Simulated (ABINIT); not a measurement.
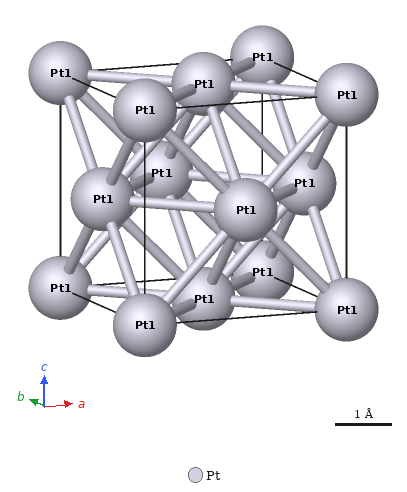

**Figure 1.** The input geometry (ball-and-stick view of the cell 4 times as large as that of the calculation, set on its symmetry axes, seen slightly off an axis; atoms are numbered from 1 in the order of the input). An atom can appear more than once, as a periodic image.

**Pt: geometry relaxation (part 1 of 2)**

System: Pt (Fm-3m, 1 atom in the cell).
Method: Kohn-Sham DFT of a periodic cell, PBE, JTH PAW PBE v2.0, no spin polarisation (ABINIT 10.8.3).

The structure derives from an entry of the Crystallography Open Database.

## Input
```
# Pseudopotentials
pp_dirpath "./"
pseudos "Pt.GGA_PBE-JTH.xml"

# Structure
acell 3*1.0 Angstrom
rprim
     0.0000000000     1.9609000000     1.9609000000
     1.9609000000     0.0000000000     1.9609000000
     1.9609000000     1.9609000000     0.0000000000
ntypat 1
znucl 78
natom 1
typat 1
xred
     0.0000000000     0.0000000000     0.0000000000
chkprim 0
chksymtnons 0
tolsym 1.0e-6

# Plane-wave basis
ecut 16.0
pawecutdg 32.0
pawxcdev 0
pawovlp -1

# k points
kptopt 1
ngkpt 12 12 12
nshiftk 1
shiftk 0.0 0.0 0.0

# Exchange and correlation
ixc 11

# Bands and occupations
nband 9
occopt 3
tsmear 0.00183747

# SCF cycle
nstep 100
tolvrs 1.0e-9

# Output
iomode 3
prtwf 0
prtden 0
prteig 0
prtebands 0

# Relaxation
ionmov 2
ntime 60
tolmxf 5.0e-5
optcell 2
dilatmx 1.08
ecutsm 0.5
strtarget 3*-1.019679e-03 3*0.0
```

Machine: 1 thread of Arm Neoverse N1, 24 GiB of memory available, shared host.

Run as:
```bash
abinit run.abi > log 2>&1
```

## What the program printed
```
.Version 10.8.3 of ABINIT
 Symmetries : space group Fm -3 m (#225); Bravais cF (face-center cubic)
================================================================================
 Values of the parameters that define the memory need of the present run
     intxc =       0    ionmov =       2      iscf =      17    lmnmax =      18
     lnmax =       6     mgfft =      24  mpssoang =       3    mqgrid =    3001
     natom =       1  nloc_mem =       2    nspden =       1   nspinor =       1
    nsppol =       1      nsym =      48    n1xccc =       1    ntypat =       1
    occopt =       3   xclevel =       2
       mpw =         403          nfft =       13824          nkpt =          72
 PAW method is used; the additional fine FFT grid is defined by:
   mgfftf=        30    nfftf =     27000
================================================================================
================================================================================

--------------------------------------------------------------------------------
------------- Echo of variables that govern the present computation ------------
--------------------------------------------------------------------------------
 -outvars: echo values of preprocessed input variables --------
            acell      1.8897261259E+00  1.8897261259E+00  1.8897261259E+00 Bohr
              amu      1.95080000E+02
          chkprim           0
      chksymtnons           0
          dilatmx      1.08000000E+00
             ecut      1.60000000E+01 Hartree
           ecutsm      5.00000000E-01 Hartree
           ionmov           2
                       outvar_i_n : Printing only first  50 k-points.
              ixc          11
                       outvar_i_n : Printing only first  50 k-points.
         kptrlatt       12    0    0      0   12    0      0    0   12
          kptrlen      6.28855057E+01
            natom           1
            nband           9
            ngfft          24      24      24
          ngfftdg          30      30      30
             nkpt          72
            nstep         100
             nsym          48
            ntime          60
           ntypat           1
                       prtocc : prtvol=0, do not print more k-points.
           occopt           3
          optcell           2
        pawecutdg      3.20000000E+01 Hartree
          pawovlp     -1.0000000000E+00
         pawxcdev           0
           prtden           0
        prtebands           0
           prteig           0
            prtwf           0
            rprim      0.0000000000E+00  1.9609000000E+00  1.9609000000E+00
                       1.9609000000E+00  0.0000000000E+00  1.9609000000E+00
                       1.9609000000E+00  1.9609000000E+00  0.0000000000E+00
          spgroup         225
        strtarget     -1.01967900E-03 -1.01967900E-03 -1.01967900E-03
                       0.00000000E+00  0.00000000E+00  0.00000000E+00
           tolsym      1.00000000E-06
           tolvrs      1.00000000E-09
           tsmear      1.83747000E-03 Hartree
            typat      1
           useylm           1
                       outvars : Printing only first  50 k-points.
            znucl       78.00000

================================================================================

 chkinp: Checking input parameters for consistency.

================================================================================
== DATASET  1 ==================================================================

--- !DatasetInfo
iteration_state: {dtset: 1, }
dimensions: {natom: 1, nkpt: 72, mband: 9, nsppol: 1, nspinor: 1, nspden: 1, mpw: 403, }
cutoff_energies: {ecut:  16.0, pawecutdg:  32.0, }
electrons: {nelect:   1.00000000E+01, charge:   0.00000000E+00, occopt:   3.00000000E+00, tsmear:   1.83747000E-03, }
meta: {optdriver: 0, ionmov: 2, optcell: 2, iscf: 17, paral_kgb: 0, }
...

 Exchange-correlation functional for the present dataset will be:
  GGA: Perdew-Burke-Ernzerhof functional - ixc=11
  J.P.Perdew, K.Burke, M.Ernzerhof, PRL 77, 3865 (1996)

 Real(R)+Recip(G) space primitive vectors, cartesian coordinates (Bohr,Bohr^-1):
 R(1)=  0.0000000  3.7055640  3.7055640  G(1)= -0.1349322  0.1349322  0.1349322
 R(2)=  3.7055640  0.0000000  3.7055640  G(2)=  0.1349322 -0.1349322  0.1349322
 R(3)=  3.7055640  3.7055640  0.0000000  G(3)=  0.1349322  0.1349322 -0.1349322
 Unit cell volume ucvol=  1.0176371E+02 bohr^3
 Angles (23,13,12)=  6.00000000E+01  6.00000000E+01  6.00000000E+01 degrees

 Coarse grid specifications (used for wave-functions):

 getcut: wavevector=  0.0000  0.0000  0.0000  ngfft=  24  24  24
         ecut(hartree)=     18.662   => boxcut(ratio)=   2.35501

 getcut : COMMENT -
  Note that boxcut > 2.2 ; recall that boxcut=Gcut(box)/Gcut(sphere) = 2
  is sufficient for exact treatment of convolution.
  Such a large boxcut is a waste : you could raise ecut
  e.g. ecut=   25.875790 Hartrees makes boxcut=2

 Fine grid specifications (used for densities):

 getcut: wavevector=  0.0000  0.0000  0.0000  ngfft=  30  30  30
         ecut(hartree)=     37.325   => boxcut(ratio)=   2.08387

--- Pseudopotential description ------------------------------------------------
- pspini: atom type   1  psp file is ./Pt.GGA_PBE-JTH.xml
 Pseudopotential format is: paw10
 basis_size (lnmax)=  6 (lmn_size= 18), orbitals=   0   0   1   1   2   2
 Spheres core radius: rc_sph= 2.51621648
 Shapefunction is SIN type: shapef(r)=[sin(pi*r/rshp)/(pi*r/rshp)]**2
 Radius for shape functions =  2.25451594
 Compensation charge density is not taken into account in XC energy/potential

   3.18926860E+02                                ecore*ucvol(ha*bohr**3)
--------------------------------------------------------------------------------

================================================================================

=== [ionmov= 2] Broyden-Fletcher-Goldfarb-Shanno method (forces)
================================================================================

--- Iteration: ( 1/60) Internal Cycle: (1/1)
--------------------------------------------------------------------------------

---SELF-CONSISTENT-FIELD CONVERGENCE--------------------------------------------

--- !BeginCycle
iteration_state: {dtset: 1, itime: 1, icycle: 1, }
solver: {iscf: 17, nstep: 100, nline: 4, wfoptalg: 10, }
tolerances: {tolvrs: 1.00E-09, }
...

     iter   Etot(hartree)      deltaE(h)  residm     nres2
 ETOT  1  -26.910945059208    -2.691E+01 6.354E-01 9.632E+00
 ETOT  2  -27.050985999342    -1.400E-01 4.927E-02 5.402E+00
 ETOT  3  -27.021647738535     2.934E-02 1.243E-02 7.174E-01
 ETOT  4  -27.021637321674     1.042E-05 3.090E-03 3.001E-01
 ETOT  5  -27.020936635295     7.007E-04 8.665E-04 6.840E-02
 ETOT  6  -27.021013120639    -7.649E-05 6.742E-04 4.388E-02
 ETOT  7  -27.021002620385     1.050E-05 7.219E-04 2.101E-02
 ETOT  8  -27.020983699913     1.892E-05 3.016E-04 9.347E-03
 ETOT  9  -27.020976275471     7.424E-06 5.146E-04 4.063E-03
 ETOT 10  -27.020974379720     1.896E-06 2.175E-04 2.954E-03
 ETOT 11  -27.020982019456    -7.640E-06 3.317E-04 5.549E-03
 ETOT 12  -27.020967125060     1.489E-05 1.476E-04 8.274E-05
 ETOT 13  -27.020967894070    -7.690E-07 1.868E-04 1.129E-06
 ETOT 14  -27.020967919416    -2.535E-08 8.500E-05 1.122E-06
 ETOT 15  -27.020967923581    -4.166E-09 1.020E-04 1.599E-06
 ETOT 16  -27.020967919254     4.328E-09 4.817E-05 1.977E-07
 ETOT 17  -27.020967919222     3.177E-11 5.472E-05 6.121E-09
 ETOT 18  -27.020967919316    -9.361E-11 2.663E-05 1.310E-08
 ETOT 19  -27.020967919379    -6.307E-11 2.917E-05 2.916E-08
 ETOT 20  -27.020967919305     7.354E-11 1.449E-05 7.229E-09
 ETOT 21  -27.020967919288     1.686E-11 1.553E-05 4.028E-10

 At SCF step   21       nres2   =  4.03E-10 < tolvrs=  1.00E-09 =>converged.

 Cartesian components of stress tensor (hartree/bohr^3)
  sigma(1 1)= -3.82609406E-04  sigma(3 2)=  0.00000000E+00
  sigma(2 2)= -3.82609406E-04  sigma(3 1)=  0.00000000E+00
  sigma(3 3)= -3.82609406E-04  sigma(2 1)=  0.00000000E+00

--- !ResultsGS
iteration_state: {dtset: 1, itime: 1, icycle: 1, }
comment   : Summary of ground state results
lattice_vectors:
- [  0.0000000,   3.7055640,   3.7055640, ]
- [  3.7055640,   0.0000000,   3.7055640, ]
- [  3.7055640,   3.7055640,   0.0000000, ]
lattice_lengths: [   5.24046,    5.24046,    5.24046, ]
lattice_angles: [ 60.000,  60.000,  60.000, ] # degrees, (23, 13, 12)
lattice_volume:   1.0176371E+02
convergence: {deltae:  1.686E-11, res2:  4.028E-10, residm:  1.553E-05, diffor: null, }
etotal    :  -2.70209679E+01
entropy   :   0.00000000E+00
fermie    :   3.43026241E-01
cartesian_stress_tensor: # hartree/bohr^3
- [ -3.82609406E-04,   0.00000000E+00,   0.00000000E+00, ]
- [  0.00000000E+00,  -3.82609406E-04,   0.00000000E+00, ]
- [  0.00000000E+00,   0.00000000E+00,  -3.82609406E-04, ]
pressure_GPa:   1.1257E+01
xred      :
- [  0.0000E+00,   0.0000E+00,   0.0000E+00, Pt]
cartesian_forces: # hartree/bohr
- [ -0.00000000E+00,  -0.00000000E+00,  -0.00000000E+00, ]
force_length_stats: {min:   0.00000000E+00, max:   0.00000000E+00, mean:   0.00000000E+00, }
...

 Integrated electronic density in atomic spheres:
 ------------------------------------------------
 Atom  Sphere_radius  Integrated_density
    1        2.51622          8.64922947

---OUTPUT-----------------------------------------------------------------------

 Cartesian coordinates (xcart) [bohr]
  0.00000000000000E+00  0.00000000000000E+00  0.00000000000000E+00
 Reduced coordinates (xred)
  0.00000000000000E+00  0.00000000000000E+00  0.00000000000000E+00
 Cartesian forces (fcart) [Ha/bohr]; max,rms= 0.00000E+00 0.00000E+00 (free atoms)
 -0.00000000000000E+00 -0.00000000000000E+00 -0.00000000000000E+00
 Gradient of E wrt nuclear positions in reduced coordinates (gred)
  0.00000000000000E+00  0.00000000000000E+00  0.00000000000000E+00
 Scale of Primitive Cell (acell) [bohr]
  1.88972612590778E+00  1.88972612590778E+00  1.88972612590778E+00
 Real space primitive translations (rprimd) [bohr]
  0.00000000000000E+00  3.70556396029257E+00  3.70556396029257E+00
  3.70556396029257E+00  0.00000000000000E+00  3.70556396029257E+00
  3.70556396029257E+00  3.70556396029257E+00  0.00000000000000E+00
 Unitary Cell Volume (ucvol) [Bohr^3]=  1.01763711302848E+02
 Angles (23,13,12)= [degrees]
  6.00000000000000E+01  6.00000000000000E+01  6.00000000000000E+01
 Lengths [Bohr]
  5.24045880888671E+00  5.24045880888671E+00  5.24045880888671E+00
 Stress tensor in cartesian coordinates (strten) [Ha/bohr^3]
 -3.82609406297221E-04  0.00000000000000E+00  0.00000000000000E+00
  0.00000000000000E+00 -3.82609406297228E-04  0.00000000000000E+00
  0.00000000000000E+00  0.00000000000000E+00 -3.82609406297234E-04
 Total energy (etotal) [Ha]= -2.70209679192882E+01

--- Iteration: ( 2/60) Internal Cycle: (1/1)
--------------------------------------------------------------------------------

---SELF-CONSISTENT-FIELD CONVERGENCE--------------------------------------------

--- !BeginCycle
iteration_state: {dtset: 1, itime: 2, icycle: 1, }
solver: {iscf: 17, nstep: 100, nline: 4, wfoptalg: 10, }
tolerances: {tolvrs: 1.00E-09, }
...

     iter   Etot(hartree)      deltaE(h)  residm     nres2
 ETOT  1  -27.014172363205    -2.701E+01 5.737E+01 1.144E+00
 ETOT  2  -27.017082241646    -2.910E-03 4.495E-01 5.119E-02
 ETOT  3  -27.016863344334     2.189E-04 3.693E-03 4.049E-03
 ETOT  4  -27.016879849690    -1.651E-05 2.517E-04 1.506E-03
 ETOT  5  -27.016878757403     1.092E-06 6.304E-05 3.644E-04
 ETOT  6  -27.016878007711     7.497E-07 2.140E-06 5.842E-05
 ETOT  7  -27.016878168446    -1.607E-07 2.848E-06 2.014E-05
 ETOT  8  -27.016878106739     6.171E-08 1.205E-06 2.058E-08
 ETOT  9  -27.016878123657    -1.692E-08 2.290E-06 1.023E-06
 ETOT 10  -27.016878122437     1.220E-09 9.486E-07 4.966E-07
 ETOT 11  -27.016878121758     6.791E-10 1.870E-06 1.267E-07
 ETOT 12  -27.016878121579     1.791E-10 8.187E-07 3.191E-09
 ETOT 13  -27.016878121623    -4.401E-11 1.501E-06 1.121E-10

 At SCF step   13       nres2   =  1.12E-10 < tolvrs=  1.00E-09 =>converged.

 Cartesian components of stress tensor (hartree/bohr^3)
  sigma(1 1)= -1.08770015E-03  sigma(3 2)=  0.00000000E+00
  sigma(2 2)= -1.08770015E-03  sigma(3 1)=  0.00000000E+00
  sigma(3 3)= -1.08770015E-03  sigma(2 1)=  0.00000000E+00
```
